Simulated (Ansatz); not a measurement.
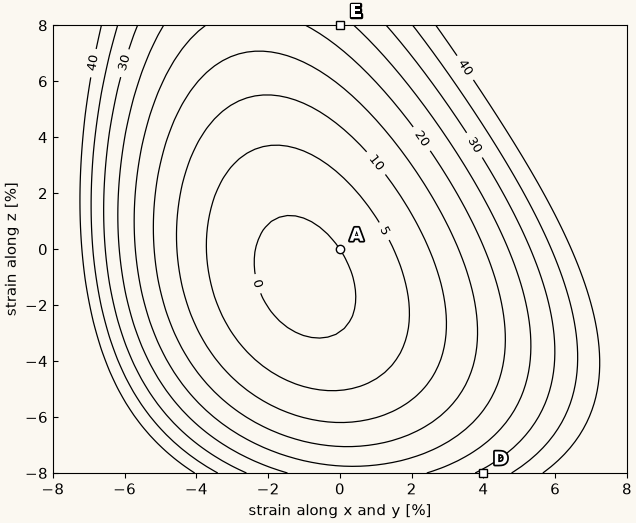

NaCl (Fm-3m, No. 225; 2 atoms in the cell). The cell is strained homogeneously, by one strain along x and y and another along z, with fractional coordinates fixed (x, y and z along the cube axes). First axis: strain along x and y. Second axis: strain along z. The scan uses a 5 × 5 grid. Points are written as (first, second). Energies are in meV/atom, from the lowest grid point. The reference cell is the one listed in the database, not relaxed at this level. All numbers below come from DFT PBEsol, scalar-relativistic, plane waves, PAW in Ansatz 0.2.0. Settings: cutoff 420 eV, k-mesh 8×8×8, gaussian smearing 0.05 eV, no spin polarisation.

Drawn: contour lines labelled in meV/atom (none above 40), lettered points. Between grid points the surface is interpolated.

### Rank the lettered points by energy, lowest first.

A (0 meV/atom), E (23 meV/atom), D (31 meV/atom).
